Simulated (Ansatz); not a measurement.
# CuO: what the fields show

Input file:

```
crystal:
  lattice:
    - [-1.4857249213, 1.4857249213, 2.0996941988]
    - [1.4857249213, -1.4857249213, 2.0996941988]
    - [1.4857249213, 1.4857249213, -2.0996941988]
  atoms:
    - { symbol: Cu, position: [0.5, 0.5, 0.0] }
    - { symbol: O, position: [0.0, 0.0, 0.0] }
basis:
  ecutwfc: 420
kpoints:
  mp_grid: { grid: [26, 26, 26] }
hamiltonian:
  xc: pbe
scf:
  occupations: { method: gaussian, width: 0.1 }
output:
  forces: true
  stress: true
  eigenvalues: true
  write_density: true
  write_potential: true
  elf: true
  volumetric_format: npy
relax:
  adjacent_minimum: "off"
  f_tol: 0.01
  max_steps: 30
  cell: { stress_tol: 0.1, fix: [volume] }
```

Launched as:

```sh
ansatz run input.yaml --threads 1 --pin off --max-ram 2560MiB --backend cpu --events-out ev --progress --plain --runs-dir out
```

Below, planes, directions and counts refer to the conventional cell (a = 4.20 Å, b = 4.20 Å, c = 4.20 Å, α = 90.00°, β = 90.00°, γ = 90.00°).

Space group Fm-3m; a structure generated by program, which may or may not match a known phase; changed on purpose from its base cell (volume × 0.97, shape and atoms relaxed); computed pressure about 6 GPa in this cell; computed without spin polarisation.

Method: DFT PBE, scalar-relativistic, plane waves, PAW (Ansatz 0.2.0).

Core electrons are frozen (PAW), and the valence fields are smoothed inside the atomic spheres.

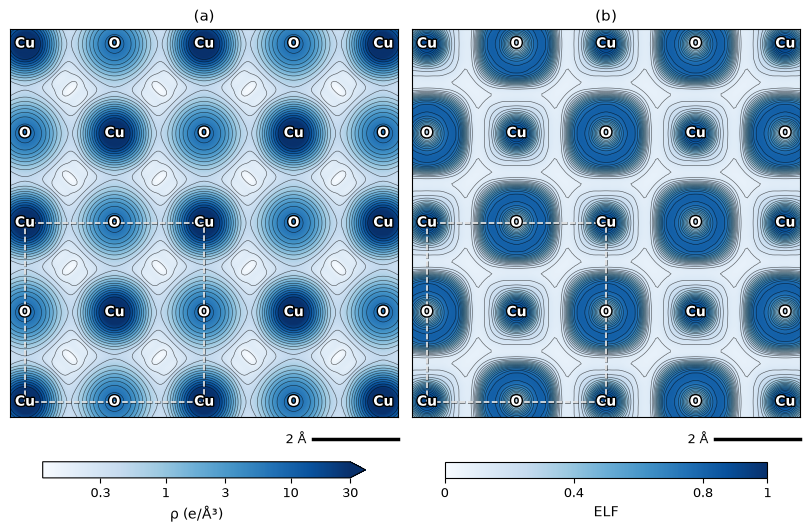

Figure 1. (a) valence charge density (pseudo); (b) ELF on the (100) plane of the conventional cell.

**Read the bonding off the picture.**

Atoms in the plane: Cu and O.
Cu–O (2.10 Å): ρ at the midpoint is about 0.45 e/Å³; the ELF peaks at about 0.80 in the valence shell of O, 0.6 Å from its nucleus, and is about 0.15 at the midpoint: no shared electron pair shows on this line.
Between the atoms the lowest density in this plane is 0.1 e/Å³.
The features right at Cu lie inside the PAW spheres, where the map follows smoothed inner orbitals and isn't to be read closely.

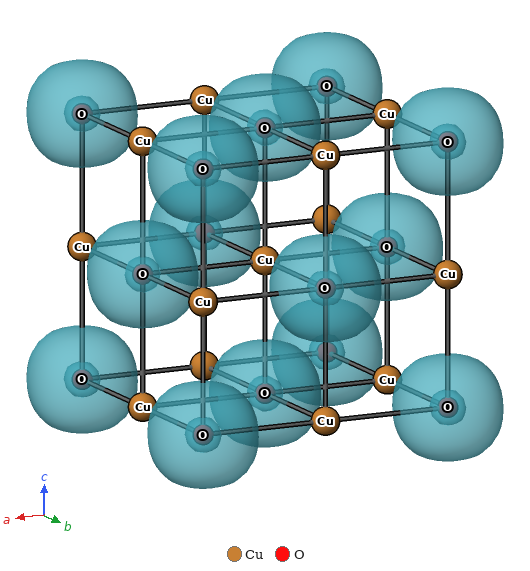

Figure 2. Isosurface of the electron localisation function at 0.6 (cyan), seen at an oblique angle. Only the valence region is drawn (cores and ρ < 0.01 e/Å³ removed). Sticks mark near contacts.

**Describe the localisation domains.**

The surface consists of four regions wrapped around O (the valence shell of each), counted in one cell of 8 atoms. Regions shared between cells count once.

**Does the calculation give a band gap?**

It is gapless in this calculation (a metal or semimetal); semilocal functionals without U, or without the true magnetic order, often close the gap of such compounds.
